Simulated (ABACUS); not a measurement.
**MoTe2: band-structure run (part 2 of 2)**

Continued. System: MoTe2 (P6₃/mmc, 6 atoms in the cell). Method: Kohn-Sham DFT of a periodic cell, r2SCAN, SG15 ONCV 1.2 PBE, no spin polarisation (ABACUS 3.10.1); cutoff 1306.15 eV, fermi-dirac of 0.05 eV. The structure derives from an entry of the Crystallography Open Database. It belongs to a series of runs on one base structure; here: bands on the converged density.

Geometry of the input (Å; fractional positions):
```
3.5182  0.0000  0.0000
-1.7591  3.0469  0.0000
0.0000  0.0000  13.9736
Te 0.6667  0.3333  0.3790
Te 0.3333  0.6667  0.8790
Te 0.6667  0.3333  0.1210
Te 0.3333  0.6667  0.6210
Mo 0.6667  0.3333  0.7500
Mo 0.3333  0.6667  0.2500
```

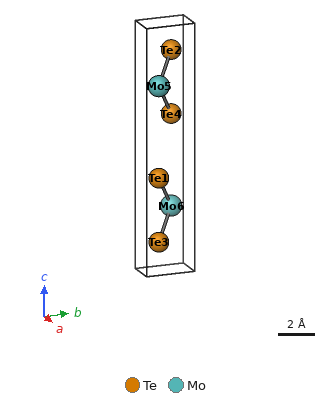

The structure as given in the input (ball-and-stick view of the cell of the calculation, seen slightly off an axis; atoms are numbered from 1 in the order of the input). An atom can appear more than once, as a periodic image.

## Log, continued
```
      48        16.0876    1.59503e-23
      49        16.2162    1.21798e-24
      50        16.2162    1.21798e-24
      51        16.2931    2.62000e-25
      52        16.2931    2.62000e-25
      53        16.5366    2.00806e-27
      54        16.5366    2.00806e-27
      55        19.2014    1.43418e-50
      56        19.8073    7.82571e-56
      57        21.0987    4.75251e-67
      58        21.4992    1.57953e-70
      59        22.1773    2.03475e-76
      60        22.8195    5.37587e-82
      61        22.8195    5.37586e-82
      62        23.3074    3.10897e-86

 2/15 kpoint (Cartesian) = 0.023686 0.013675 0.0000 (16098 pws)
       1       -50.2049      0.0350877
       2       -50.2049      0.0350877
       3       -23.4337      0.0350877
       4       -23.4337      0.0350877
       5       -23.4335      0.0350877
       6       -23.4334      0.0350877
       7       -23.3874      0.0350877
       8       -23.3874      0.0350877
       9       -23.1678      0.0350877
      10       -23.1675      0.0350877
      11       -23.1582      0.0350877
      12       -23.1581      0.0350877
      13       -23.1365      0.0350877
      14       -23.1356      0.0350877
      15       -23.1354      0.0350877
      16       -23.1343      0.0350877
      17       -23.1008      0.0350877
      18       -23.0988      0.0350877
      19       -23.0900      0.0350877
      20       -23.0886      0.0350877
      21       -23.0886      0.0350877
      22       -23.0869      0.0350877
      23       -23.0770      0.0350877
      24       -23.0750      0.0350877
      25       -22.9627      0.0350877
      26       -22.9626      0.0350877
      27       -22.9544      0.0350877
      28       -22.9540      0.0350877
      29      -0.528981      0.0350877
      30      -0.222001      0.0350877
      31       0.358691      0.0350877
      32       0.834561      0.0350877
      33        7.11142      0.0350877
      34        8.42439      0.0350877
      35        9.84383      0.0350877
      36        10.9542      0.0350877
      37        10.9840      0.0350877
      38        11.2666      0.0350877
      39        11.2916      0.0350877
      40        11.6118      0.0350877
      41        11.8693      0.0350877
      42        11.9165      0.0350877
      43        12.0183      0.0350877
      44        12.1592      0.0350877
      45        12.8531      0.0350877
      46        13.0386      0.0350875
      47        15.7719    8.80583e-21
      48        15.8609    1.48699e-21
      49        15.8874    8.73778e-22
      50        16.0026    8.73036e-23
      51        16.0685    2.33868e-23
      52        16.1469    4.87010e-24
      53        16.3384    1.05749e-25
      54        16.3513    8.17541e-26
      55        19.6413    2.16513e-54
      56        20.2434    1.27753e-59
      57        21.1008    4.55891e-67
      58        21.9494    1.93975e-74
      59        22.5528    1.11306e-79
      60        22.6564    1.40280e-80
      61        22.7988    8.12411e-82
      62        23.1966    2.84813e-85

 3/15 kpoint (Cartesian) = 0.047373 0.027351 0.0000 (16074 pws)
       1       -50.2031      0.0350877
       2       -50.2031      0.0350877
       3       -23.4385      0.0350877
       4       -23.4384      0.0350877
       5       -23.4378      0.0350877
       6       -23.4376      0.0350877
       7       -23.4331      0.0350877
       8       -23.4330      0.0350877
       9       -23.1630      0.0350877
      10       -23.1627      0.0350877
      11       -23.1464      0.0350877
      12       -23.1459      0.0350877
      13       -23.1406      0.0350877
      14       -23.1401      0.0350877
      15       -23.1361      0.0350877
      16       -23.1350      0.0350877
      17       -23.1013      0.0350877
      18       -23.0992      0.0350877
      19       -23.0882      0.0350877
      20       -23.0878      0.0350877
      21       -23.0751      0.0350877
      22       -23.0740      0.0350877
      23       -23.0483      0.0350877
      24       -23.0476      0.0350877
      25       -22.9800      0.0350877
      26       -22.9797      0.0350877
      27       -22.9504      0.0350877
      28       -22.9498      0.0350877
      29      -0.234582      0.0350877
      30      0.0666559      0.0350877
      31       0.571733      0.0350877
      32        1.01933      0.0350877
      33        7.42971      0.0350877
      34        8.71379      0.0350877
      35        9.67498      0.0350877
      36        10.3145      0.0350877
      37        10.3965      0.0350877
      38        10.9081      0.0350877
      39        11.4859      0.0350877
      40        11.5190      0.0350877
      41        11.5310      0.0350877
      42        11.5833      0.0350877
      43        11.7983      0.0350877
      44        12.1786      0.0350877
      45        12.6821      0.0350877
      46        12.7015      0.0350877
      47        15.0265    2.62706e-14
      48        15.3326    5.76320e-17
      49        15.3425    4.73051e-17
      50        15.5749    4.52656e-19
      51        15.6062    2.42118e-19
      52        15.8924    7.90543e-22
      53        16.2862    3.00371e-25
      54        16.5946    6.29247e-28
      55        20.0370    7.92157e-58
      56        20.8391    8.55089e-65
      57        21.3108    6.84077e-69
      58        21.7100    2.33015e-72
      59        21.8683    9.82580e-74
      60        21.8933    5.96071e-74
      61        22.1938    1.46297e-76
      62        23.5067    5.77116e-88

 4/15 kpoint (Cartesian) = 0.071059 0.041026 0.0000 (16096 pws)
       1       -50.2006      0.0350877
       2       -50.2006      0.0350877
       3       -23.4801      0.0350877
       4       -23.4799      0.0350877
       5       -23.4456      0.0350877
       6       -23.4454      0.0350877
       7       -23.4441      0.0350877
       8       -23.4438      0.0350877
       9       -23.1564      0.0350877
      10       -23.1561      0.0350877
      11       -23.1478      0.0350877
      12       -23.1477      0.0350877
      13       -23.1425      0.0350877
      14       -23.1418      0.0350877
      15       -23.1357      0.0350877
      16       -23.1348      0.0350877
      17       -23.1019      0.0350877
      18       -23.0996      0.0350877
      19       -23.0887      0.0350877
      20       -23.0875      0.0350877
      21       -23.0711      0.0350877
      22       -23.0699      0.0350877
      23       -22.9999      0.0350877
      24       -22.9990      0.0350877
      25       -22.9988      0.0350877
      26       -22.9982      0.0350877
      27       -22.9456      0.0350877
      28       -22.9448      0.0350877
      29       0.222558      0.0350877
      30       0.508864      0.0350877
      31       0.901489      0.0350877
      32        1.29886      0.0350877
      33        7.86246      0.0350877
      34        8.98253      0.0350877
      35        9.34428      0.0350877
      36        9.42718      0.0350877
      37        9.69254      0.0350877
      38        10.0399      0.0350877
      39        11.1100      0.0350877
      40        11.1918      0.0350877
      41        11.3496      0.0350877
      42        11.7952      0.0350877
      43        11.8796      0.0350877
      44        12.0634      0.0350877
      45        12.1566      0.0350877
      46        12.2245      0.0350877
      47        14.4497    2.68753e-09
      48        15.0453    1.80469e-14
      49        15.0714    1.07042e-14
      50        15.2376    3.85244e-16
      51        15.3668    2.90536e-17
      52        16.0441    3.81139e-23
      53        16.4115    2.45002e-26
      54        16.8367    4.97304e-30
      55        19.9121    9.63545e-57
      56        20.1649    6.13373e-59
      57        20.6556    3.35443e-63
      58        20.7340    6.99051e-64
      59        20.8592    5.71564e-65
      60        21.8020    3.69666e-73
      61        22.1691    2.39771e-76
      62        22.9390    4.92813e-83

 5/15 kpoint (Cartesian) = 0.094745 0.054701 0.0000 (16080 pws)
       1       -50.1982      0.0350877
       2       -50.1982      0.0350877
       3       -23.5181      0.0350877
       4       -23.5178      0.0350877
       5       -23.4532      0.0350877
       6       -23.4528      0.0350877
       7       -23.4511      0.0350877
       8       -23.4508      0.0350877
       9       -23.1576      0.0350877
      10       -23.1571      0.0350877
      11       -23.1499      0.0350877
      12       -23.1496      0.0350877
      13       -23.1418      0.0350877
      14       -23.1410      0.0350877
      15       -23.1339      0.0350877
      16       -23.1332      0.0350877
      17       -23.1024      0.0350877
      18       -23.1000      0.0350877
      19       -23.0921      0.0350877
      20       -23.0895      0.0350877
      21       -23.0671      0.0350877
      22       -23.0659      0.0350877
      23       -23.0139      0.0350877
      24       -23.0120      0.0350877
      25       -22.9555      0.0350877
      26       -22.9545      0.0350877
      27       -22.9417      0.0350877
      28       -22.9405      0.0350877
      29       0.776616      0.0350877
      30        1.02924      0.0350877
      31        1.29705      0.0350877
      32        1.61689      0.0350877
      33        7.99127      0.0350877
      34        8.38841      0.0350877
      35        8.79975      0.0350877
      36        8.81901      0.0350877
      37        9.11470      0.0350877
      38        9.64426      0.0350877
      39        10.7553      0.0350877
      40        10.8504      0.0350877
      41        11.0213      0.0350877
      42        11.6768      0.0350877
      43        11.8544      0.0350877
      44        12.0563      0.0350877
      45        12.1042      0.0350877
      46        12.2573      0.0350877
      47        14.3970    7.70726e-09
      48        14.7116    1.42883e-11
      49        14.9285    1.86313e-13
      50        14.9861    5.88900e-14
      51        15.5082    1.72008e-18
      52        16.4800    6.22904e-27
      53        16.6711    1.36308e-28
      54        16.9983    1.96014e-31
      55        18.6214    1.56586e-45
      56        19.5567    1.17747e-53
      57        19.8355    4.45575e-56
      58        20.0487    6.27336e-58
      59        20.2020    2.92015e-59
      60        21.3480    3.25012e-69
      61        21.8492    1.43887e-73
      62        22.2212    8.45079e-77

 6/15 kpoint (Cartesian) = 0.11843 0.068377 0.0000 (16042 pws)
       1       -50.1964      0.0350877
       2       -50.1964      0.0350877
       3       -23.5424      0.0350877
       4       -23.5420      0.0350877
       5       -23.4591      0.0350877
       6       -23.4585      0.0350877
       7       -23.4568      0.0350877
       8       -23.4565      0.0350877
       9       -23.1664      0.0350877
      10       -23.1659      0.0350877
      11       -23.1451      0.0350877
      12       -23.1450      0.0350877
      13       -23.1419      0.0350877
      14       -23.1410      0.0350877
      15       -23.1320      0.0350877
      16       -23.1314      0.0350877
      17       -23.1027      0.0350877
      18       -23.1002      0.0350877
      19       -23.0961      0.0350877
      20       -23.0927      0.0350877
      21       -23.0642      0.0350877
      22       -23.0629      0.0350877
      23       -23.0201      0.0350877
      24       -23.0177      0.0350877
      25       -22.9392      0.0350877
      26       -22.9378      0.0350877
      27       -22.9264      0.0350877
      28       -22.9254      0.0350877
      29        1.29253      0.0350877
      30        1.48188      0.0350877
      31        1.65968      0.0350877
      32        1.87340      0.0350877
      33        7.36786      0.0350877
      34        7.64817      0.0350877
      35        8.24438      0.0350877
      36        8.39614      0.0350877
      37        8.93985      0.0350877
      38        9.73275      0.0350877
      39        10.5206      0.0350877
      40        10.6238      0.0350877
      41        10.9606      0.0350877
      42        11.3415      0.0350877
      43        11.9229      0.0350877
      44        12.1457      0.0350877
      45        12.3132      0.0350877
      46        12.5539      0.0350877
      47        14.5442    4.06272e-10
      48        14.6059    1.18276e-10
      49        14.6542    4.49792e-11
      50        15.0189    3.06018e-14
      51        15.8421    2.16570e-21
      52        16.5042    3.84205e-27
      53        17.0806    3.78580e-32
      54        17.1810    5.07715e-33
      55        17.5494    3.20194e-36
      56        18.3330    5.00157e-43
      57        19.2674    3.83278e-51
      58        19.9190    8.39589e-57
      59        20.1542    7.60518e-59
      60        20.8358    9.13840e-65
      61        21.0067    2.99117e-66
      62        21.9106    4.21943e-74

[... levels at 9 further k points ...]

 --------------------------------------------
 !FINAL_ETOT_IS -13199.38119535245 eV
 --------------------------------------------

 Output bands in file: OUT.Te2Mo/BANDS_1.dat
```

## Standard output
```
,Total thread number: 4,Local thread limit: 96
                              ABACUS v3.10.1

               Atomic-orbital Based Ab-initio Computation at UStc

 dft_functional readin is: MGGA_X_R2SCAN+MGGA_C_R2SCAN
 dft_functional in pseudopot file is: PBE
 Please make sure this is what you need
 dft_functional readin is: MGGA_X_R2SCAN+MGGA_C_R2SCAN
 dft_functional in pseudopot file is: PBE
 Please make sure this is what you need

%%%%%%%%%%%%%%%%%%%%%%%%%%%%%%%%%%%%%%%%%%%%%%%%%%%%%%%%%%%%%%%%%%%%%%%%%%%%%%%%%%%%%%%%%%%%%%%%%%%%%%%%%
 Warning: the number of valence electrons in pseudopotential > 6 for Te: [Kr] 4d10 5s2 5p4
 Warning: the number of valence electrons in pseudopotential > 6 for Mo: [Kr] 4d5 5s1
 Pseudopotentials with additional electrons can yield (more) accurate outcomes, but may be less efficient.
 If you're confident that your chosen pseudopotential is appropriate, you can safely ignore this warning.
%%%%%%%%%%%%%%%%%%%%%%%%%%%%%%%%%%%%%%%%%%%%%%%%%%%%%%%%%%%%%%%%%%%%%%%%%%%%%%%%%%%%%%%%%%%%%%%%%%%%%%%%%

 UNIFORM GRID DIM        : 45 * 45 * 180
 UNIFORM GRID DIM(BIG)   : 45 * 45 * 180
func,idMGGA_X_R2SCAN 497
func,idMGGA_C_R2SCAN 498
 ---------------------------------------------------------
 ---------------------------------------------------------
 SPIN    KPOINTS         PROCESSORS  THREADS
 1       57              4           4
 ---------------------------------------------------------
 Use plane wave basis
 ---------------------------------------------------------
 ELEMENT NATOM       XC
 Te      4
 Mo      2
 ---------------------------------------------------------
 Initial plane wave basis and FFT box
 ---------------------------------------------------------
 -------------------------------------------
 NONSELF-CONSISTENT :
 -------------------------------------------
 START CHARGE      : file
 ITER       ETOT/eV          EDIFF/eV         DRHO         DKIN     TIME/s
 DA1     -1.31993812e+04   0.00000000e+00   0.0000e+00   0.0000e+00 178.23
```

## Key numbers

| quantity | value |
| --- | --- |
| outcome | converged |
| space group (tolerance 0.01 Å) | P6₃/mmc (194) |
| electrons treated | 92 |
| gap on the band path | 0.92 eV |
| hardware | 4 threads of AMD EPYC (Zen 5), 32 GiB of memory available, shared host |
| wall time | 3 min (CPU time 12 min) |
| peak memory | 2.3 GiB |
